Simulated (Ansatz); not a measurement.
A series of calculations on H6C2O

### Relaxation

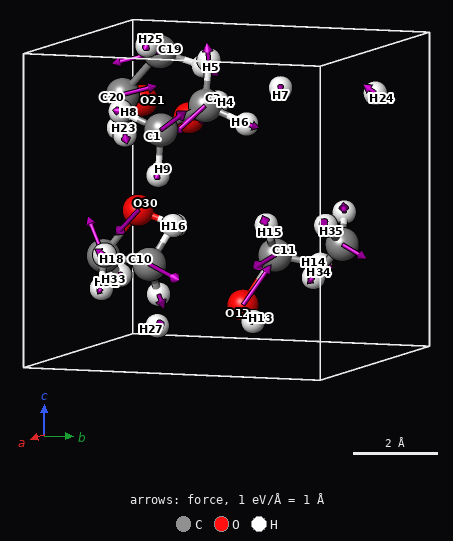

Starting geometry of an amorphous cell of composition H$_{6}$C$_{2}$O with the computed forces as purple arrows. Style: ball-and-stick. Shown: the cell of the calculation, slightly off an axis.

The cell holds 4 CH3CH2OH. The run prepares the start of a later molecular dynamics calculation, from a guessed geometry.

Computed with DFT LDA, scalar-relativistic, plane waves, PAW in Ansatz 0.2.0. Settings: plane-wave cutoff 420 eV; k-point mesh 1 × 1 × 1; occupations fermi dirac; smearing width 0.02 eV; no spin polarisation; atoms relaxed in a fixed cell; force threshold 0.3 eV/Å; at most 15 steps.

What follows when this structure is relaxed?

Answer. It isn't relaxed: the largest force vector, on a C atom, is 1.47 eV/Å. The final displacements have little in common with the starting forces (cosine between the two patterns 0.09). An H atom moves most: 1.44 Å roughly along [1 −1 1]. By element the largest moves are H 1.44 Å, O 1.00 Å, C 0.82 Å. The cell stays as it was. Some distances before and after: C–H 1.099 → 1.115 Å, H–O 0.971 → 0.987 Å, C–O 1.427 → 1.411 Å, C–C 1.512 → 1.497 Å. Bond angles that change, for instance: C–O–H 107.7° → 113.6°, H–C–H 108.5° → 105.9°, H–C–H 108.8° → 111.2°. Over 9 accepted moves (10 points after the start) the energy falls by 33.3 meV per atom. Largest force component: 1.2 eV/Å at the start, 0.28 eV/Å at the end. 1 step only repeated the SCF at the same geometry. The run took 23 s on 1 thread of Arm Neoverse V2, with other jobs on the host, peak memory 0.39 GiB.

Limits of the set-up: the program's low-accuracy preset was used; the periodic images lie only 7.5 Å apart, so the values are limited by the cell's size.

### Dynamics

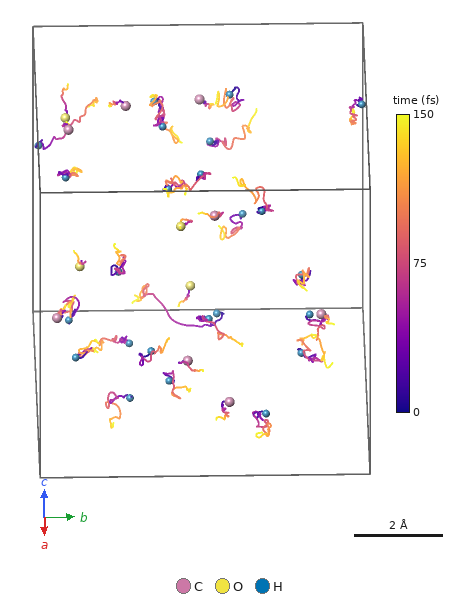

A Born-Oppenheimer molecular dynamics run of a periodic cell with 4 CH3CH2OH at 0.717 g/cm³, 150 fs long. Lines trace each atom's path, coloured by time; spheres stand at the starting positions. Seen from a free direction in the simulation cell.

The calculation used Ansatz 0.2.0, DFT LDA, scalar-relativistic, plane waves, PAW. Set-up: plane-wave cutoff 420 eV; k-point mesh 1 × 1 × 1; Fermi-Dirac smearing 0.02 eV; low-accuracy preset; Langevin thermostat (NVT); set temperature 500 K; time step 0.5 fs; friction 0.02 per fs.

Input
```yaml
accuracy: low
crystal:
  lattice:
    - [7.529072, 0.0, 0.0]
    - [0.0, 7.529072, 0.0]
    - [0.0, 0.0, 7.529072]
  atoms:
    - { symbol: C, position: [1.0097606, 0.50470391, 0.74352142] }
    - { symbol: C, position: [0.82370982, 0.53296204, 0.80979335] }
    - { symbol: O, position: [0.70460768, 0.4326216, 0.70434455] }
    - { symbol: H, position: [0.60208302, 0.39644697, 0.77632511] }
    - { symbol: H, position: [0.81571685, 0.4914505, 0.95145784] }
    - { symbol: H, position: [0.78771729, 0.67631757, 0.80329592] }
    - { symbol: H, position: [1.10266993, 0.59381566, 0.81357609] }
    - { symbol: H, position: [1.05384679, 0.36608751, 0.76373444] }
    - { symbol: H, position: [1.01684885, 0.53624289, 0.60004208] }
    - { symbol: C, position: [-0.15411174, 0.4507659, 0.31515418] }
    - { symbol: C, position: [-0.01190289, 0.57454826, 0.25207157] }
    - { symbol: O, position: [0.10718652, 0.47489356, 0.1469445] }
    - { symbol: H, position: [0.20109608, 0.55291066, 0.10376317] }
    - { symbol: H, position: [-0.07106492, 0.68624058, 0.17521742] }
    - { symbol: H, position: [0.05818163, 0.63426072, 0.3686479] }
    - { symbol: H, position: [-0.247466, 0.51676155, 0.40670729] }
    - { symbol: H, position: [-0.22949524, 0.39627423, 0.20123742] }
    - { symbol: H, position: [-0.09180132, 0.33835399, 0.38682283] }
    - { symbol: C, position: [0.41285312, 0.272158, 0.95897397] }
    - { symbol: C, position: [0.38800513, 0.09931014, 0.86280223] }
    - { symbol: O, position: [0.21075134, 0.09336176, 0.80114688] }
    - { symbol: H, position: [0.20368795, 0.01243223, 0.70111932] }
    - { symbol: H, position: [0.48302498, 0.08840812, 0.75076982] }
    - { symbol: H, position: [0.41460412, -0.01249346, 0.95622334] }
    - { symbol: H, position: [0.54896031, 0.28230751, 1.01320977] }
    - { symbol: H, position: [0.38328179, 0.38447142, 0.86751072] }
    - { symbol: H, position: [0.31836505, 0.28507142, 1.07039724] }
    - { symbol: C, position: [0.65974996, -0.14022596, 0.36457287] }
    - { symbol: C, position: [0.64545936, 0.05914053, 0.35329791] }
    - { symbol: O, position: [0.63531373, 0.12820362, 0.5272362] }
    - { symbol: H, position: [0.69430199, 0.24445953, 0.54114645] }
    - { symbol: H, position: [0.76197316, 0.11286347, 0.28172634] }
    - { symbol: H, position: [0.5257868, 0.09737675, 0.27528088] }
    - { symbol: H, position: [0.66237227, -0.20074549, 0.23080657] }
    - { symbol: H, position: [0.78231294, -0.17814903, 0.43557749] }
    - { symbol: H, position: [0.54676445, -0.19712257, 0.43834694] }
basis:
  ecutwfc: 420.0
kpoints:
  mp_grid: { grid: [1, 1, 1] }
hamiltonian:
  xc: lda
scf:
  occupations: { method: fermi_dirac, width: 0.02 }
  lower_state_search: "off"
md:
  timestep: 0.5
  n_steps: 300
  ensemble: nvt_langevin
  temperature: 500.0
  initial_velocities: maxwell_boltzmann
  seed: 427625
  friction: 0.02
```

Launched with:
```bash
ansatz run input.yaml --threads 1 --pin off --max-ram 3072MiB --backend cpu --events-out ev --progress --plain --runs-dir out
```

What do the traces tell about the motion?

Answer. In the second half of the run the atoms are, in the root-mean-square, this far from where they began (common drift taken out): H 0.78 Å, O 0.42 Å, C 0.33 Å. The heavy atoms stay within a fraction of a molecule's size of their starting places, while the hydrogen atoms travel further, as molecules turn; so short a run doesn't tell a liquid from a solid.

Limits of the set-up: the program's low-accuracy preset was used; the periodic images lie only 7.5 Å apart, so the values are limited by the cell's size.

Cost: 6 min on 1 thread of Arm Neoverse V2 (shared host), peak memory 0.38 GiB.

### Energy conservation

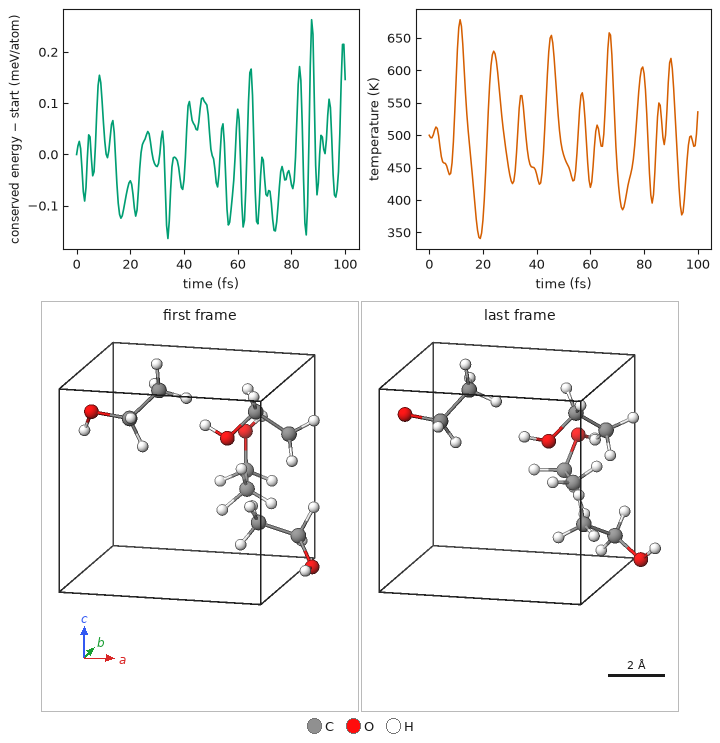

A Born-Oppenheimer molecular dynamics run of a periodic cell with 4 CH3CH2OH at 0.717 g/cm³, 100 fs long. It starts from the last geometry of an earlier run, with fresh velocities. The picture is a ball-and-stick view of the simulation cell, seen slightly off an axis.

The calculation used Ansatz, DFT LDA, scalar-relativistic, plane waves, PAW. Set-up: plane-wave cutoff 420 eV; k-point mesh 1 × 1 × 1; Fermi-Dirac smearing 0.02 eV; low-accuracy preset; Nosé-Hoover thermostat (NVT); set temperature 500 K; time step 0.5 fs; thermostat time 3.0 fs.

> Is this trajectory numerically sound?

The conserved quantity stays between −0.16 and 0.26 meV per atom of its start. A straight-line fit has a slope that amounts to +0.025 meV per atom over 100 fs (under 0.1 % of the mean kinetic energy), and the ripple about it is 0.9 % of the kinetic energy's fluctuation. With a drift under 2 % and a ripple under 7 %, the integration is accurate. The thermostat's time constant is so short that it disturbs the motion. Over the second half the temperature averages 493 K (spread ±67 K). The potential energy is still drifting at the end, so the run hasn't reached equilibrium. The potential energy in the second half lies on average 3.4 meV per atom above the first frame.

Limits of the set-up: the program's low-accuracy preset was used; the periodic images lie only 7.5 Å apart, so the values are limited by the cell's size.
